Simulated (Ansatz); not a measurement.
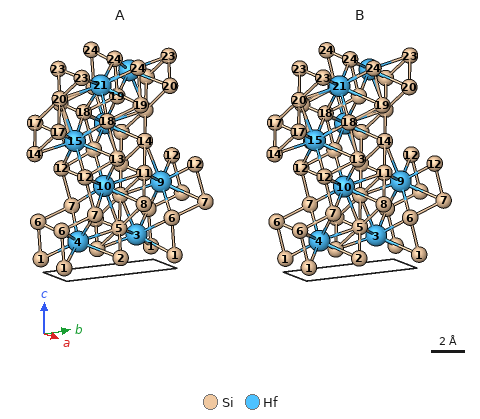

Two geometries of a slab of composition HfSi₂ (cut from the Cmcm phase), drawn at one scale. One is the start of a relaxation, the other its converged end. A ball-and-stick model of the cell of the calculation, outlined in the plane, without the vacuum (origin shifted), seen slightly off an axis.

The calculation used DFT PBE, scalar-relativistic, plane waves, PAW (Ansatz 0.2.0). Settings: plane-wave cutoff 420 eV; k-point mesh 10 × 5 × 1; occupations gaussian; smearing width 0.1 eV; no spin polarisation; dipole correction; atoms relaxed in a fixed cell; force threshold 0.02 eV/Å; at most 60 steps.

### Which geometry has the lower energy?

Structure A is the relaxed one. The slab is the (0 2 1) face of HfSi2. The energy falls by 0.715 eV per cell of the calculation in 5 geometry steps. The largest force component goes from 1.4 to 0.0048 eV/Å. The largest moves relative to the layer's centre, 0.31 Å, are those of Si atoms. Largest moves by element: Si 0.31 Å, Hf 0.09 Å. The cell stays as it was. Some distances before and after: Hf–Si 2.970 → 2.778 Å, Hf–Si 2.701 → 2.819 Å, Hf–Si 2.970 → 2.857 Å, Si–Si 2.596 → 2.493 Å. Bond angles that change, for instance: Hf–Si–Hf 76.6° → 83.0°, Si–Si–Si 90.4° → 95.2°, Hf–Si–Hf 85.9° → 81.5°. The run took 11 min on 8 threads of Arm Neoverse V1, with other jobs on the host, peak memory 5.9 GiB.
